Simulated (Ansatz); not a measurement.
**Nudged elastic band, with input and output: Ti16O (part 3 of 3)**

Continued. System: Ti16O (defect cell, 17 atoms in the cell). Method: DFT PBE, scalar-relativistic, plane waves, PAW, no spin polarisation (Ansatz 0.2.0); cutoff 420 eV, 4×4×4 k-mesh, Gaussian smearing of 0.1 eV. The structure derives from an entry of the Crystallography Open Database. It belongs to a series of runs on one base structure; here: climbing-image band for the jump of O by 2.91 A.

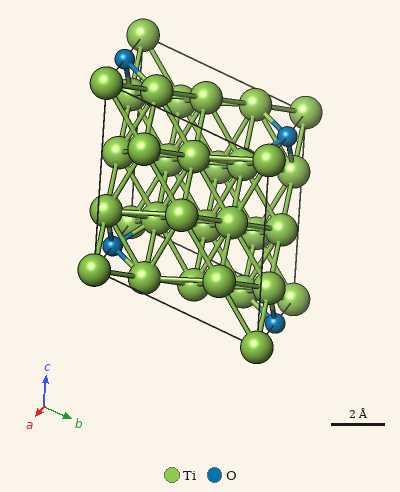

**Figure 1.** The structure as given in the input (ball-and-stick view of the cell of the calculation, seen slightly off an axis). An atom can appear more than once, as a periodic image.

The last band as extended XYZ (Å, eV, eV/Å)
```
17
Lattice="-4.1120 -4.1120 -4.1120 -4.1120 4.1120 4.1120 4.1120 4.1120 -4.1120" Properties=species:S:1:pos:R:3:forces:R:3 image=0 energy=-40564.35367
Ti   -2.0565   -2.0567   -4.1424    0.0016   0.0022  -0.0135
Ti    0.0003    0.0004   -4.1114   -0.0023  -0.0035  -0.0047
Ti    2.0553    2.0548   -4.0811    0.0038   0.0060   0.0046
Ti   -2.0558    2.0561   -4.1126   -0.0003   0.0011   0.0006
Ti   -4.1430   -2.0569   -2.0572   -0.0081   0.0038   0.0049
Ti   -2.0567    0.0312   -2.0577    0.0036   0.0031   0.0079
Ti   -0.0001    2.0562   -2.0561    0.0002  -0.0001   0.0011
Ti    2.0561    4.1115   -2.0558    0.0005   0.0008  -0.0002
Ti   -0.0001    0.0001    0.0003   -0.0022  -0.0041  -0.0057
Ti   -4.1123    2.0561   -2.0559    0.0006   0.0007   0.0001
Ti   -2.0565    4.0813   -2.0571    0.0021  -0.0110   0.0038
Ti   -4.1114    0.0005    0.0006   -0.0022  -0.0050  -0.0061
Ti   -2.0559    2.0563   -0.0007    0.0006  -0.0004   0.0007
Ti    0.0004    4.1126    0.0005   -0.0033  -0.0032  -0.0056
Ti   -4.0807    2.0549    2.0544    0.0026   0.0053   0.0074
Ti   -2.0558    4.1118    2.0560   -0.0002   0.0003   0.0015
O    -2.0559   -2.0559   -2.0557    0.0030   0.0038   0.0030
17
Lattice="-4.1120 -4.1120 -4.1120 -4.1120 4.1120 4.1120 4.1120 4.1120 -4.1120" Properties=species:S:1:pos:R:3:forces:R:3 image=1 energy=-40563.54536
Ti   -2.0562   -2.1394   -4.1918    0.0006   0.2752   0.3286
Ti    0.0002   -0.0037   -4.1163   -0.0015   0.0773   0.0807
Ti    2.0562    1.8955   -3.8969   -0.0006   0.3595  -0.2907
Ti   -2.0561    2.1098   -4.2199   -0.0002  -0.0359   0.2289
Ti   -4.0340   -2.0841   -2.0842   -0.4395   0.0548   0.0548
Ti   -2.0559    0.2152   -2.2167   -0.0006  -0.2907   0.3595
Ti    0.0000    2.0750   -2.0374   -0.0004  -0.0184  -0.0175
Ti    2.0560    4.1888   -2.0170    0.0000  -0.1565   0.0038
Ti   -0.0441    0.0495    0.0494    0.2301   0.0797   0.0797
Ti   -4.1120    2.0747   -2.0372   -0.0004  -0.0175  -0.0184
Ti   -2.0562    4.0323   -2.1395    0.0006   0.3287   0.2752
Ti   -4.0683    0.0498    0.0497   -0.2275   0.0770   0.0770
Ti   -2.0560    2.0951    0.0767    0.0000   0.0037  -0.1564
Ti    0.0002    4.1079   -0.0038   -0.0015   0.0807   0.0774
Ti   -4.1902    2.0280    2.0279    0.4425   0.0539   0.0538
Ti   -2.0561    4.0043    2.1097   -0.0002   0.2288  -0.0360
O    -2.0560   -1.7418   -1.7418   -0.0015  -1.1003  -1.1004
17
Lattice="-4.1120 -4.1120 -4.1120 -4.1120 4.1120 4.1120 4.1120 4.1120 -4.1120" Properties=species:S:1:pos:R:3:forces:R:3 image=2 energy=-40562.79428
Ti   -2.0562   -2.2073   -4.2777    0.0003   0.0025   0.0010
Ti    0.0002   -0.0088   -4.1213   -0.0008  -0.0026   0.0002
Ti    2.0562    1.8000   -3.7842   -0.0018   0.0010  -0.0130
Ti   -2.0561    2.1416   -4.2730   -0.0002   0.0053  -0.0013
Ti   -3.8922   -2.0820   -2.0821    0.0065  -0.0069  -0.0070
Ti   -2.0558    0.3279   -2.3122   -0.0018  -0.0130   0.0010
Ti    0.0000    2.1005   -2.0120   -0.0001  -0.0011   0.0003
Ti    2.0561    4.2596   -1.9976   -0.0002   0.0039   0.0025
Ti   -0.1180    0.0450    0.0449   -0.0021   0.0083   0.0083
Ti   -4.1120    2.1002   -2.0117   -0.0001   0.0003  -0.0011
Ti   -2.0562    3.9465   -2.2074    0.0003   0.0011   0.0025
Ti   -3.9947    0.0454    0.0453    0.0038   0.0066   0.0066
Ti   -2.0560    2.1145    0.1475   -0.0002   0.0025   0.0039
Ti    0.0002    4.1029   -0.0089   -0.0008   0.0002  -0.0026
Ti   -4.3321    2.0302    2.0301   -0.0026  -0.0095  -0.0095
Ti   -2.0561    3.9512    2.1415   -0.0002  -0.0014   0.0053
O    -2.0558   -1.3679   -1.3679    0.0000   0.0030   0.0029
17
Lattice="-4.1120 -4.1120 -4.1120 -4.1120 4.1120 4.1120 4.1120 4.1120 -4.1120" Properties=species:S:1:pos:R:3:forces:R:3 image=3 energy=-40563.20401
Ti   -2.0562   -2.2969   -4.2561    0.0001  -0.0009   0.0247
Ti    0.0001   -0.0103   -4.1227    0.0000  -0.0230  -0.0228
Ti    2.0561    1.7143   -3.7137    0.0006  -0.0437  -0.0236
Ti   -2.0567    2.2039   -4.2893   -0.0007   0.0261  -0.0024
Ti   -3.6860   -2.0640   -2.0641   -0.0373  -0.0218  -0.0218
Ti   -2.0559    0.3985   -2.3978    0.0006  -0.0236  -0.0436
Ti    0.0000    2.1168   -1.9957    0.0001  -0.0267  -0.0263
Ti    2.0561    4.3308   -1.9387   -0.0003  -0.0053   0.0401
Ti   -0.3986   -0.0151   -0.0152   -0.0435  -0.0171  -0.0172
Ti   -4.1120    2.1165   -1.9953    0.0001  -0.0263  -0.0267
Ti   -2.0562    3.9681   -2.2970    0.0001   0.0247  -0.0008
Ti   -3.7136   -0.0151   -0.0152    0.0459  -0.0183  -0.0184
Ti   -2.0560    2.1734    0.2186   -0.0003   0.0402  -0.0053
Ti    0.0001    4.1015   -0.0104   -0.0001  -0.0227  -0.0230
Ti   -4.5381    2.0477    2.0476    0.0398  -0.0229  -0.0229
Ti   -2.0567    3.9349    2.2038   -0.0007  -0.0024   0.0261
O    -2.0550   -1.0627   -1.0628   -0.0042   0.1637   0.1637
17
Lattice="-4.1120 -4.1120 -4.1120 -4.1120 4.1120 4.1120 4.1120 4.1120 -4.1120" Properties=species:S:1:pos:R:3:forces:R:3 image=4 energy=-40562.82389
Ti   -2.0559   -2.2121   -4.1672   -0.0001  -0.0215  -0.0429
Ti   -0.0002   -0.0600   -4.1721    0.0003   0.0261   0.0247
Ti    2.0558    1.6967   -3.8543    0.0018   0.0295   0.0696
Ti   -2.0561    2.2393   -4.1926    0.0003   0.0063  -0.0299
Ti   -3.9589   -2.0788   -2.0789    0.1515   0.0493   0.0493
Ti   -2.0562    0.2578   -2.4155    0.0018   0.0696   0.0295
Ti   -0.0001    2.0544   -2.0573    0.0007   0.0375   0.0347
Ti    2.0558    4.2986   -1.8772   -0.0001   0.0481  -0.0150
Ti   -0.2767    0.0375    0.0374   -0.0701   0.0058   0.0058
Ti   -4.1121    2.0548   -2.0578    0.0007   0.0347   0.0375
Ti   -2.0559    4.0570   -2.2122   -0.0001  -0.0429  -0.0215
Ti   -3.8349    0.0371    0.0370    0.0677   0.0077   0.0077
Ti   -2.0562    2.2349    0.1865   -0.0001  -0.0150   0.0481
Ti   -0.0002    4.0521   -0.0601    0.0003   0.0247   0.0262
Ti   -4.2657    2.0334    2.0333   -0.1526   0.0507   0.0507
Ti   -2.0561    4.0315    2.2392    0.0003  -0.0299   0.0063
O    -2.0551   -0.7491   -0.7492   -0.0022  -0.2807  -0.2807
17
Lattice="-4.1120 -4.1120 -4.1120 -4.1120 4.1120 4.1120 4.1120 4.1120 -4.1120" Properties=species:S:1:pos:R:3:forces:R:3 image=5 energy=-40563.40872
Ti   -2.0559   -2.1394   -4.1505   -0.0003   0.1436  -0.0061
Ti   -0.0002   -0.0283   -4.1404    0.0006   0.0309   0.0302
Ti    2.0558    1.8230   -3.9467    0.0005   0.2967  -0.3106
Ti   -2.0561    2.1786   -4.1640    0.0002  -0.2300   0.0215
Ti   -4.0588   -2.0983   -2.0984   -0.2838  -0.1027  -0.1027
Ti   -2.0562    0.1655   -2.2892    0.0005  -0.3107   0.2967
Ti   -0.0001    2.0524   -2.0594    0.0009  -0.0583  -0.0611
Ti    2.0559    4.2120   -1.9623    0.0000  -0.3035  -0.2889
Ti   -0.0975    0.0373    0.0372    0.5166  -0.0573  -0.0573
Ti   -4.1121    2.0528   -2.0597    0.0010  -0.0611  -0.0582
Ti   -2.0559    4.0736   -2.1395   -0.0003  -0.0061   0.1436
Ti   -4.0142    0.0371    0.0370   -0.5191  -0.0565  -0.0565
Ti   -2.0561    2.1498    0.0998    0.0000  -0.2889  -0.3035
Ti   -0.0002    4.0838   -0.0284    0.0006   0.0302   0.0309
Ti   -4.1653    2.0136    2.0135    0.2836  -0.1016  -0.1016
Ti   -2.0561    4.0601    2.1785    0.0002   0.0215  -0.2300
O    -2.0557   -0.3460   -0.3461   -0.0013   1.0540   1.0539
17
Lattice="-4.1120 -4.1120 -4.1120 -4.1120 4.1120 4.1120 4.1120 4.1120 -4.1120" Properties=species:S:1:pos:R:3:forces:R:3 image=6 energy=-40564.35367
Ti   -2.0558   -2.0563   -4.1121   -0.0002   0.0003   0.0015
Ti   -0.0003    0.0001   -4.1119    0.0006   0.0007   0.0001
Ti    2.0555    2.0253   -4.1131    0.0021  -0.0110   0.0038
Ti   -2.0559    2.0555   -4.1118    0.0005   0.0008  -0.0002
Ti   -4.1122   -2.0559   -2.0557   -0.0022  -0.0041  -0.0057
Ti   -2.0565   -0.0007   -2.0864    0.0016   0.0022  -0.0135
Ti    0.0003    2.0564   -2.0554   -0.0023  -0.0035  -0.0047
Ti    2.0553    4.1108   -2.0251    0.0038   0.0060   0.0046
Ti    0.0314   -0.0011   -0.0016    0.0026   0.0053   0.0074
Ti   -4.1116    2.0566   -2.0555   -0.0033  -0.0032  -0.0056
Ti   -2.0558    4.1122   -2.0566   -0.0003   0.0011   0.0006
Ti   -4.1430   -0.0009   -0.0012   -0.0081   0.0038   0.0049
Ti   -2.0567    2.0872   -0.0017    0.0036   0.0031   0.0079
Ti   -0.0001    4.1122    0.0000    0.0002  -0.0001   0.0011
Ti   -4.1114    2.0565    2.0566   -0.0022  -0.0050  -0.0061
Ti   -2.0559    4.1123    2.0553    0.0006  -0.0004   0.0007
O    -2.0559    0.0001    0.0003    0.0030   0.0038   0.0030
```

The run was set up as follows.

The input
```yaml
crystal:
  lattice:
    - [-4.1120350457, -4.1120350457, -4.1120350457]
    - [-4.1120350457, 4.1120350457, 4.1120350457]
    - [4.1120350457, 4.1120350457, -4.1120350457]
  atoms:
    - { symbol: Ti, position: [0.7537486623, -3.50918e-05, 0.2536078763] }
    - { symbol: Ti, position: [0.4998889262, 1.29574e-05, 0.4999673892] }
    - { symbol: Ti, position: [0.2463285793, -6.26632e-05, 0.7460944834] }
    - { symbol: Ti, position: [0.7500431508, 0.4999887989, 0.7500829053] }
    - { symbol: Ti, position: [0.7539123096, 0.2536622564, 4.05063e-05] }
    - { symbol: Ti, position: [0.5002889379, 0.2538710032, 0.2539966757] }
    - { symbol: Ti, position: [0.250019306, 0.2500358363, 0.5000262629] }
    - { symbol: Ti, position: [-3.91149e-05, 0.2499186486, 0.7499091126] }
    - { symbol: Ti, position: [-1.89815e-05, 3.08035e-05, -2.07156e-05] }
    - { symbol: Ti, position: [0.7500177997, 0.75004379, 0.4999918568] }
    - { symbol: Ti, position: [0.5001871081, 0.7463225969, 0.7463955385] }
    - { symbol: Ti, position: [0.4998528872, 0.4999796022, -7.5575e-06] }
    - { symbol: Ti, position: [0.2500647078, 0.5000112011, 0.250112435] }
    - { symbol: Ti, position: [-0.0001133964, 0.5000252434, 0.5000075575] }
    - { symbol: Ti, position: [0.2463807758, 0.7460519611, 6.12888e-05] }
    - { symbol: Ti, position: [-1.77997e-05, 0.7499448759, 0.2499739563] }
    - { symbol: O, position: [0.4999514241, 6.3352e-06, -2.37595e-05] }
basis:
  ecutwfc: 420
  xc_grid: 2
kpoints:
  mp_grid: { grid: [4, 4, 4], shift: [0.5, 0.5, 0.5] }
hamiltonian:
  xc: pbe
scf:
  occupations: { method: gaussian, width: 0.1 }
output:
  forces: true
neb:
  images: 5
  f_tol: 0.05
  max_iterations: 70
  order_check: false
  final_atoms:
    - { symbol: Ti, position: [0.7499822003, -5.51241e-05, 0.2499739563] }
    - { symbol: Ti, position: [0.5000177997, 4.379e-05, 0.4999918568] }
    - { symbol: Ti, position: [0.2501871081, -0.0036774031, 0.7463955385] }
    - { symbol: Ti, position: [0.7499608851, 0.4999186486, 0.7499091126] }
    - { symbol: Ti, position: [0.7499810185, 0.2500308035, -2.07156e-05] }
    - { symbol: Ti, position: [0.5037486623, 0.2499649082, 0.2536078763] }
    - { symbol: Ti, position: [0.2498889262, 0.2500129574, 0.4999673892] }
    - { symbol: Ti, position: [-0.0036714207, 0.2499373368, 0.7460944834] }
    - { symbol: Ti, position: [-0.0036192242, -0.0039480389, 6.12888e-05] }
    - { symbol: Ti, position: [0.7498866036, 0.7500252434, 0.5000075575] }
    - { symbol: Ti, position: [0.5000431508, 0.7499887989, 0.7500829053] }
    - { symbol: Ti, position: [0.5039123096, 0.5036622564, 4.05063e-05] }
    - { symbol: Ti, position: [0.2502889379, 0.5038710032, 0.2539966757] }
    - { symbol: Ti, position: [1.9306e-05, 0.5000358363, 0.5000262629] }
    - { symbol: Ti, position: [0.2498528872, 0.7499796022, -7.5575e-06] }
    - { symbol: Ti, position: [6.47078e-05, 0.7500112011, 0.250112435] }
    - { symbol: O, position: [0.2499514241, 0.2500063352, -2.37595e-05] }
```

Command:
```bash
ansatz run input.yaml --threads 4 --pin off --max-ram 10240MiB --backend cpu --events-out ev --progress --plain --runs-dir out
```

Results in brief

```json
{"quantity": "outcome", "value": "converged"}
{"quantity": "barrier, forward", "value": "1.559 eV"}
{"quantity": "barrier, backward", "value": "1.559 eV"}
{"quantity": "electrons treated", "value": "198"}
{"quantity": "hardware", "value": "4 threads of Intel Xeon @ 2.50GHz (Skylake/Cascade Lake), 12 GiB of memory available, shared host"}
{"quantity": "wall time", "value": "44 min (CPU time 1.9 h)"}
{"quantity": "peak memory", "value": "4.4 GiB"}
```

Notes

The order of the saddle point was not checked.
